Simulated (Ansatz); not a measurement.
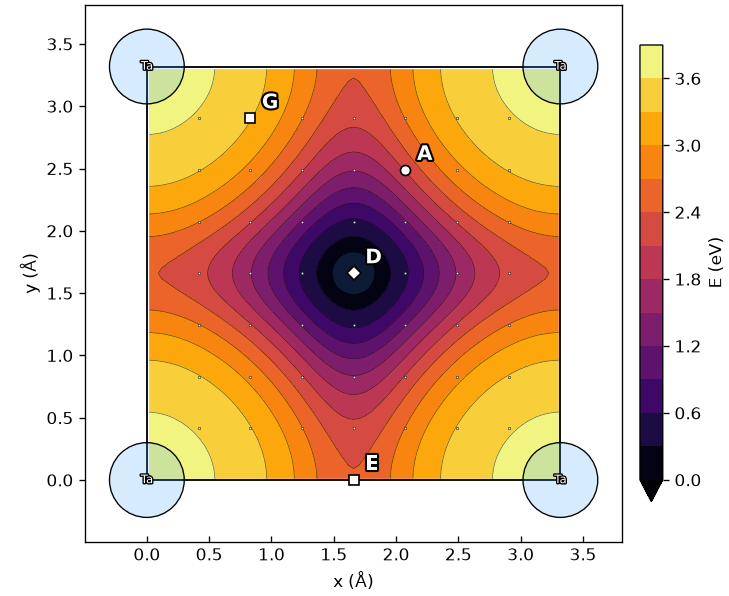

Si on a Ta(100) slab cut from the Im-3m phase, its upper half relaxed before the scan (16 atoms of substrate and one adsorbate in a 2 × 2 cell). Si is moved over the surface cell; relaxed at each place: the height of the adsorbate's atoms; substrate rigid; the origin of the map has the adsorbate above Ta13. Places are given modulo a cell vector. The map is drawn in real space over the plane of the surface. Grid: 8 × 8 points; 15 points were computed and 49 follow by symmetry. Places are given in fractions of the 1 × 1 surface cell. Energies are in eV, from the lowest grid point. All numbers below come from Ansatz, DFT PBE, scalar-relativistic, plane waves, PAW. Settings: cutoff 420 eV, k-mesh 4×4×1, gaussian smearing 0.1 eV, no spin polarisation.

Drawn: filled contours, dots at the grid points, labelled circles for the atoms of the top layer and small ones for the second layer, the outline of one cell of the plane, lettered points. Between grid points the surface is interpolated.

Question: What kind of point is each of A, D, E, G: minimum, saddle, maximum or slope?

Answer: A: on a slope; D: minimum; E: saddle point; G: on a slope. (In these two coordinates alone; a stationary point may lie a little off the grid point.)

Question: Rank the lettered points by energy, lowest first.

Answer: D (0.00 eV), A (2.13 eV), E (2.41 eV), G (3.31 eV).

PAW datasets: the set soft_1.
